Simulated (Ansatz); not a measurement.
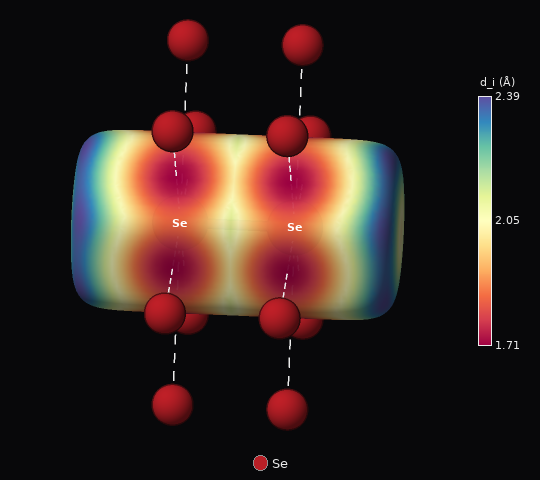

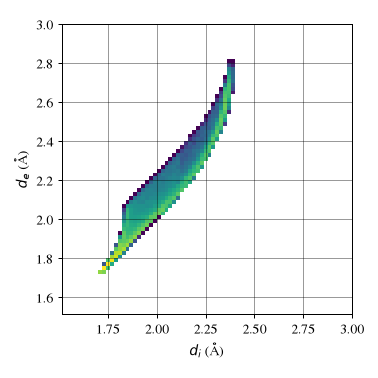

Hirshfeld surface computed for the Se2 molecule in Se (P6/mmm, No. 191), coloured by d_i. Dashed lines lead to the closest neighbours outside. The second picture is its fingerprint plot, coloured by area on a logarithmic scale (dark little, yellow much).

The surface is where the fragment's share of the procrystal density (the sum of the densities of spherically averaged neutral Hartree-Fock atoms) equals one half. d_i and d_e are the distances from the surface to the nearest nucleus inside and outside. Van der Waals radii (Alvarez): Se 1.82 Å.

Source of the atomic positions: the end point of a relaxation with DFT PBE, scalar-relativistic, plane waves, PAW in Ansatz 0.2.0; the starting structure was generated, so it need not be a known form of this composition.

```cif
data_structure
_symmetry_space_group_name_H-M 'P6/mmm'
_symmetry_Int_Tables_number 191
_cell_length_a 3.4415
_cell_length_b 3.4415
_cell_length_c 6.2082
_cell_angle_alpha 90.000
_cell_angle_beta 90.000
_cell_angle_gamma 120.000
_cell_volume 63.68
loop_
_atom_site_label
_atom_site_type_symbol
_atom_site_symmetry_multiplicity
_atom_site_Wyckoff_symbol
_atom_site_fract_x
_atom_site_fract_y
_atom_site_fract_z
_atom_site_occupancy
Se1 Se 2 e 0.00000 0.00000 0.82504 1
```

Which contact with the surroundings is the closest relative to the atoms' sizes?

Se···Se at 3.44 Å, 95 % of the sum of the van der Waals radii.

How is the surface shared among contacts (both directions of a pair summed)?

Se···Se 100 %.

Give the size and shape of the surface.

It encloses about 58 Å³, has an area of about 81 Å² and a globularity of 0.90 (1 for a sphere).

Where does the fingerprint reach closest to the origin?

The smallest d_i + d_e is about 3.4 Å, which belongs to the shortest contact, Se···Se at 3.44 Å; d_e runs from 1.73 to 2.80 Å.
